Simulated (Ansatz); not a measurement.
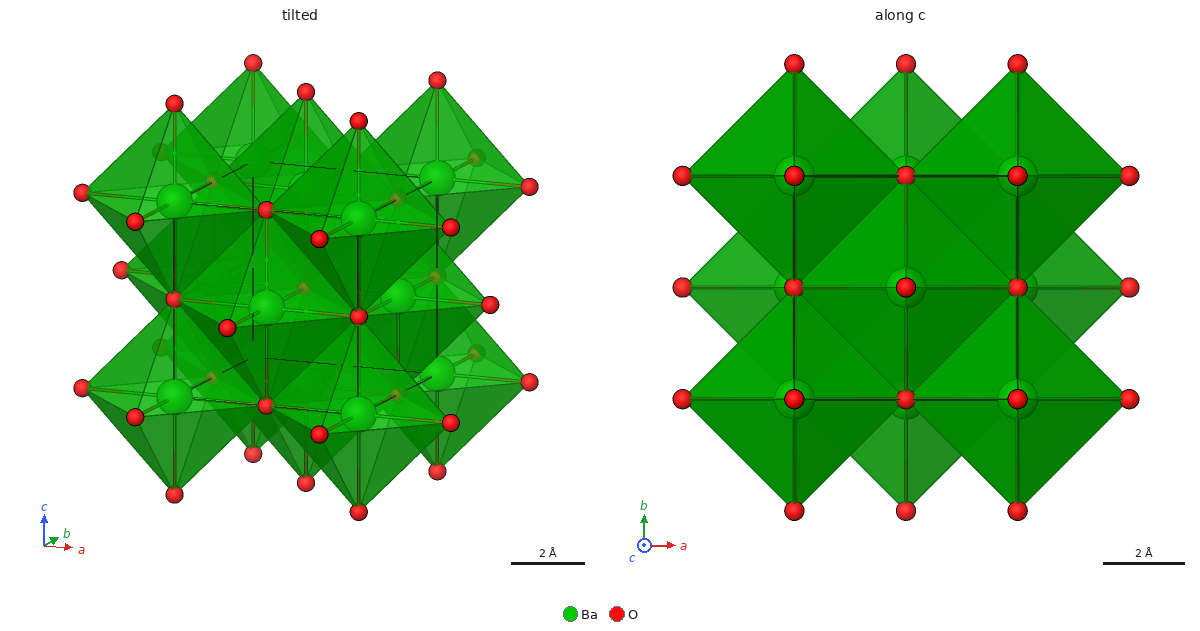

A polyhedral rendering, viewed slightly off an axis and along the c axis. The edges of the conventional unit cell are marked. Some neighbours outside the box are added.

BaO, space group Fm-3m (No. 225), a = 5.54 Å, b = 5.54 Å, c = 5.54 Å, α = 90.00°, β = 90.00°, γ = 90.00°.

Setup: Ansatz, DFT, HSE06, plane waves, PAW; 420 eV cutoff, k-points about 0.33 Å⁻¹ apart, no spin polarisation.

**Is the electronic structure metallic or gapped?**

An insulator at this level, with a gap of 3.32 eV, direct.

**State the hydrostatic pressure.**

The computed pressure is -0.5 GPa (stretched: it would shrink).

The initial geometry was a structure type filled with these elements by a generator (whether the compound takes this form wasn't checked). Earlier steps of the study may have refined or changed the cell and positions. Ansatz was used for an electronic-structure calculation on it.
